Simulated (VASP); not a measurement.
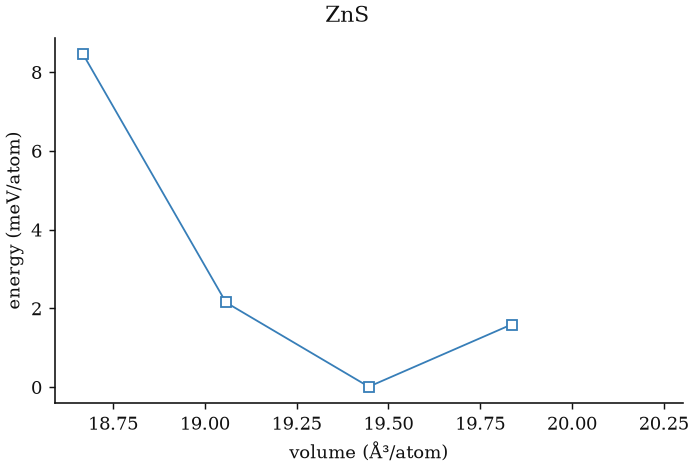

The figure shows the energy against volume for ZnS, space group F-43m (No. 216).

Cell as given: a = 3.803 Å, b = 3.803 Å, c = 3.803 Å, α = 60.00°, β = 60.00°, γ = 60.00°; 2 atoms.

Method: plane-wave DFT, no spin polarisation; energies at scaled volumes of the given cell, shape and fractions fixed, counted from the fit's minimum, third-order Birch-Murnaghan fit (VASP 6.6.1). Level: PBE with D3(BJ).

- k mesh: 8×8×8
- occupations: Gaussian
- smearing width: 0.02 eV
- potentials: VASP PAW PBE potentials, recommended
- wave cutoff: 520 eV

The point at volume 20.22 Å³/atom is left out of the plot. What does the calculation give there?

```
volume (Å³/atom)  energy (meV/atom)
           20.22               6.51
```
